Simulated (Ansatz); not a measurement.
System KNbO₃ (space group P4mm, No. 99); source of the atomic positions: a calculation's input that goes back to an entry of the Crystallography Open Database (an earlier step may have relaxed or displaced it).

```
CELL_PARAMETERS angstrom
3.99600 0.00000 0.00000
0.00000 3.99600 0.00000
0.00000 0.00000 4.06300
ATOMIC_POSITIONS crystal
K 0.00000 0.00000 0.01800
Nb 0.50000 0.50000 0.50000
O 0.50000 0.50000 0.04400
O 0.50000 0.00000 0.54000
O 0.00000 0.50000 0.54000
```

Describe how the polyhedra about Nb are linked (bonds: Nb–O below 2.5 Å).

Nb: NbO6 octahedron, sharing corners with six neighbours.

They form a three-dimensional framework of corner-sharing octahedra.

Centre to centre across a shared corner: 4.00 to 4.06 Å.

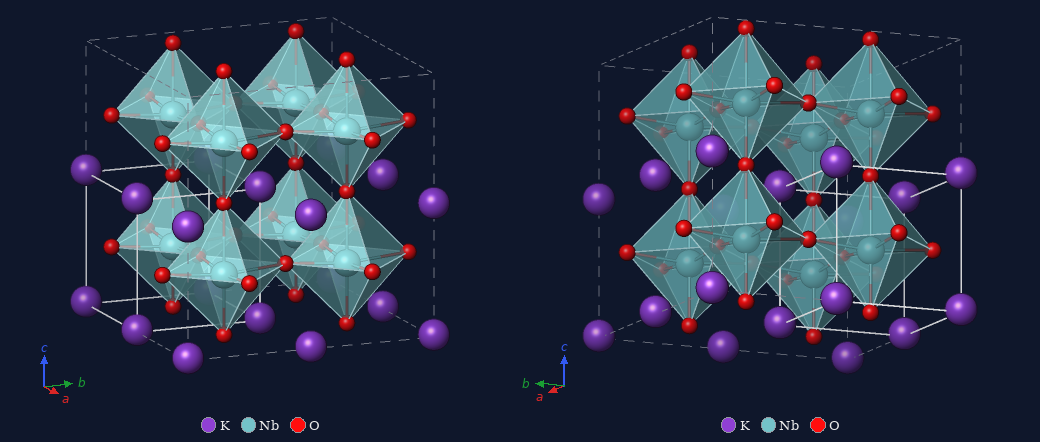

Polyhedra are drawn about Nb (bonds: Nb–O below 2.5 Å); other atoms are plain spheres. Two views of the same piece.
